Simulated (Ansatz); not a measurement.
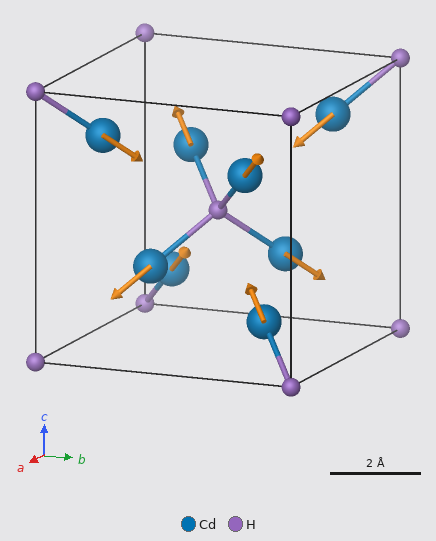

A relaxation of crystalline Cd4H (a generated structure, set up in I-43m) (coarse preliminary run). The starting structure is drawn; orange arrows show the displacements (the part carried along by the change of the cell is left out), magnified 5 times.

Style: ball-and-stick. Shown: the conventional cell (2 times the calculation's cell), slightly off an axis. Lengths and directions refer to the drawn axes.

Computed with Ansatz 0.2.0, DFT PBE, scalar-relativistic, plane waves, PAW.

The input:
```yaml
crystal:
  lattice:
    - [-3.09422411, 3.09422411, 3.09422411]
    - [3.09422411, -3.09422411, 3.09422411]
    - [3.09422411, 3.09422411, -3.09422411]
  atoms:
    - { symbol: Cd, position: [0.0, 0.63058078, 0.0] }
    - { symbol: Cd, position: [0.36941922, 0.36941922, 0.36941922] }
    - { symbol: Cd, position: [0.0, 0.0, 0.63058078] }
    - { symbol: Cd, position: [0.63058078, 0.0, 0.0] }
    - { symbol: H, position: [0.0, 0.0, 0.0] }
basis:
  ecutwfc: 420
kpoints:
  mp_grid: { grid: [4, 4, 4] }
hamiltonian:
  xc: pbe
scf:
  occupations: { method: gaussian, width: 0.1 }
  lower_state_search: "off"
output:
  forces: true
  stress: true
  eigenvalues: true
relax:
  adjacent_minimum: "off"
  f_tol: 0.04
  max_steps: 70
  cell: { stress_tol: 0.4 }
```

Launched with:
```bash
ansatz run input.yaml --threads 1 --pin off --max-ram 2048MiB --backend cpu --events-out ev --progress --plain --runs-dir out
```

> Atoms of which element are displaced furthest, and by how much?

Cadmium: up to 0.24 Å, against 0.00 Å for hydrogen.

> What did the optimiser do to the structure, and how much energy did it gain?

The largest moves relative to the cell, 0.24 Å, are those of Cd1, Cd2, Cd3 and Cd4. Cd4 goes along [1 −1 −1]. H stays in place. The volume changes by −7.5 %, with a = b = c 6.188 → 6.030 Å (−2.6 %). Some distances before and after: Cd1–H5 1.980 → 2.166 Å. The space group stays I-43m (No. 217). After 3 accepted moves (4 points after the start) the energy has fallen by 56.1 meV per atom. The largest force component goes from 0.42 to 0.0026 eV/Å. The pressure goes from 0.80 to 0.05 GPa. At 1 point the geometry stayed and the basis and grid were re-selected for the new cell (energy shift of 0.7 meV per atom at most each time).
